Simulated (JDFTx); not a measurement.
## NaCl: 6 runs along one coordinate

System: NaCl (Pm-3m, 2 atoms in the cell).
Method: Kohn-Sham DFT of a periodic cell, r2SCAN, SG15-PBE-1.2, no spin polarisation (JDFTx 1.7.0 (patched build)).

The 6 runs differ only in the geometry, by an even scaling of the cell at fixed fractional positions. The structure derives from a Materials Project entry.

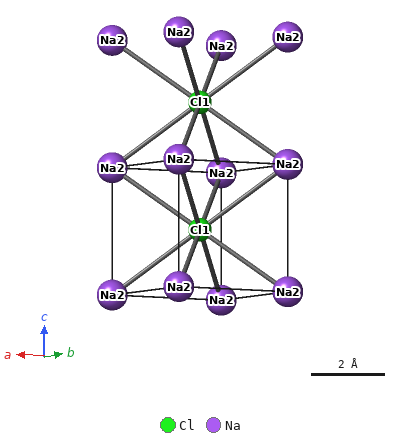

Figure 1. The structure of run 4 (ball-and-stick view of the cell of the calculation, repeated 1 × 1 × 2, seen at an oblique angle; atoms are numbered from 1 in the order of the input). An atom can appear more than once, as a periodic image.

### Input of run 4
```
lattice \
    6.6620102199     0.0000000000     0.0000000000 \
    0.0000000000     6.6620102199     0.0000000000 \
    0.0000000000     0.0000000000     6.6620102199
coords-type Cartesian
ion Cl     3.3310051100     3.3310051100     3.3310051100 1
ion Na     0.0000000000     0.0000000000     0.0000000000 1

ion-species pseudo/Cl.upf
ion-species pseudo/Na.upf
elec-cutoff 40 320
elec-ex-corr mgga-x-r2scan mgga-c-r2scan
kpoint-folding 6 6 6
elec-smearing Fermi 0.0018374661
elec-n-bands 14
electronic-SCF nIterations 100 energyDiffThreshold 1e-09
electronic-minimize nIterations 30 energyDiffThreshold 1e-7
forces-output-coords Cartesian

dump-name run.$VAR
dump End Ecomponents EigStats BandEigs Kpoints Forces Stress
```

Command:
```bash
jdftx -c 2 -i NaCl.in -o NaCl.out
```

Run 5 differs from it as follows:
```diff
-    6.6620102199     0.0000000000     0.0000000000 \
-    0.0000000000     6.6620102199     0.0000000000 \
-    0.0000000000     0.0000000000     6.6620102199
+    6.7052712388     0.0000000000     0.0000000000 \
+    0.0000000000     6.7052712388     0.0000000000 \
+    0.0000000000     0.0000000000     6.7052712388
-ion Cl     3.3310051100     3.3310051100     3.3310051100 1
+ion Cl     3.3526356194     3.3526356194     3.3526356194 1
```

### Results, with one run withheld

| run | volume per atom (Å³) | free energy per atom, from the lowest run given (meV) | pressure (GPa) | gap on the mesh (eV) |
| --- | --- | --- | --- | --- |
| 1 | 20.189 | 2.14 | 1.04 | 4.98 |
| 2 | 20.619 | 0.00 | 0.35 | 4.90 |
| 3 | 21.478 | 0.72 | −0.80 | 4.75 |
| 4 | 21.907 | 3.24 | −1.28 | 4.68 |
| 5 | 22.337 | ? | ? | ? |
| 6 | 22.766 | 11.79 | −2.09 | 4.56 |

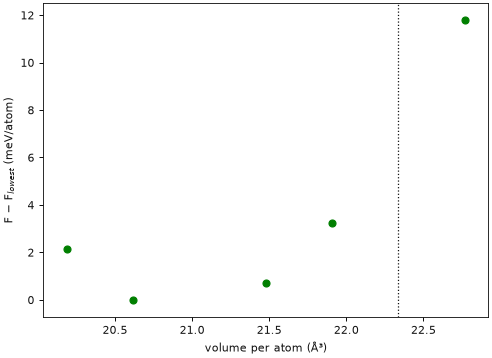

Figure 2. Free energy per atom of the runs given; the dotted line marks run 5.

What should run 5 give?

A cubic polynomial in V^(−2/3) (the Birch–Murnaghan form), fitted to the 5 runs given, misses them by at most 0.01 meV per atom. With x = V^(−2/3) − 0.12990 Å⁻², it reads F = 0.26812 − 841.46 x + 2.4184e+05 x² + 6.3311e+05 x³ (meV per atom). At run 5 it gives 6.97 meV per atom, and the run itself gives 6.99. The slope of the fit gives a pressure −dF/dV of −1.60 GPa there, and the run prints −1.71 GPa. The two needn't agree exactly: the fit is approximate, and the printed stress is taken on a finite basis. The fit has its minimum at 20.940 Å³ per atom, where V d²F/dV² gives 28.9 GPa: the bulk modulus at this level, since symmetry fixes the shape and the positions. The gap on the mesh goes, without turning, from 4.98 eV in run 1 to 4.56 eV in run 6; run 5 has 4.62 eV. These are gaps of this functional on this mesh, which can miss the band edges; they aren't the measured gap.

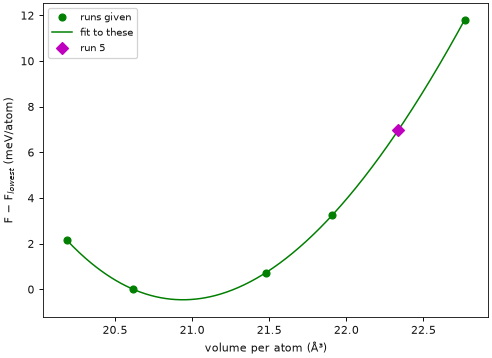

Figure 3. The fit and the withheld run.

### Some lines of the output (run 5)
```
[...]
unit cell volume = 301.473
     Etot =      -57.8949359192435224
        F =      -57.8949359192435224
	HOMO-LUMO gap: +0.169718
	Optical gap  : +0.187009 at state 0 ( [ +0.000000 +0.000000 +0.000000 ] spin 0 )
```

Notes: Points of doubt noted for this run: metagga forces on grid.
